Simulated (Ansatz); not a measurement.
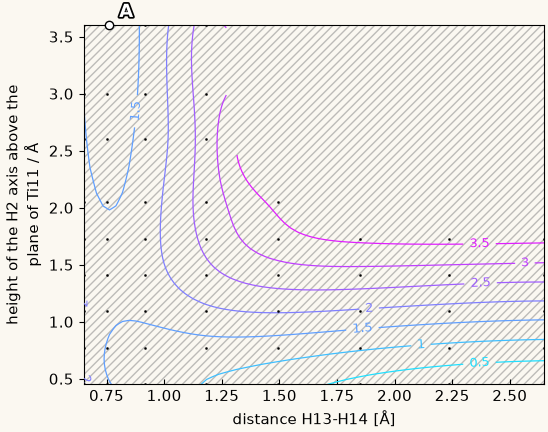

H₂ on a Ti(100) slab cut from the P6/mmm phase, its upper half relaxed before the scan (12 atoms of substrate and one adsorbate in a 2 × 1 cell). H2 lies flat over one site of a rigid substrate while its bond length and height are varied; it sits over a hollow of the top layer over the deeper atom Ti9, heights counted from the top plane, its axis along the first surface vector. Coordinates scanned: (1) distance H13-H14; (2) height of the H2 axis above the plane of Ti11. The scan uses an 8 × 9 grid. At 15 points there is no value (left out: too close to the surface, or the stretched molecule far from it). Points are written as (first, second). All energies are given in eV relative to the lowest grid point. All numbers below come from Ansatz 0.2.0, DFT PBE, scalar-relativistic, plane waves, PAW. Settings: cutoff 420 eV, k-mesh 5×6×1, gaussian smearing 0.1 eV, no spin polarisation.

In the figure: contour lines labelled in eV, dots at the grid points, hatched blanks where no value was computed, the point A. Between grid points the surface is interpolated.

### Find the lowest path from A to the other arm of the map, and its barrier.

The easiest path runs from the intact molecule far from the surface, (0.750 Å, 3.60 Å), to the stretched end of the scan, (2.650 Å, 0.45 Å). Its highest point, at about (0.79 Å, 1.40 Å), lies about 0.4 eV above the start and 1.6 eV above the end on the interpolated surface. An end on the edge of the scan is no minimum, so the barrier from there is a lower bound.

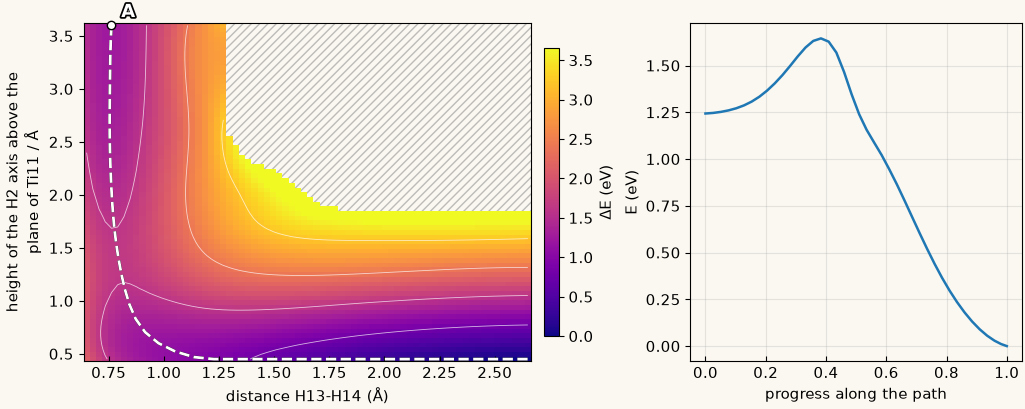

The picture shows a smooth colour map with a few white contour lines, a line along the lowest path, hatched blanks where no value was computed, the energy along the path at the right. Between grid points the surface is interpolated.

PAW datasets: the set soft_1.
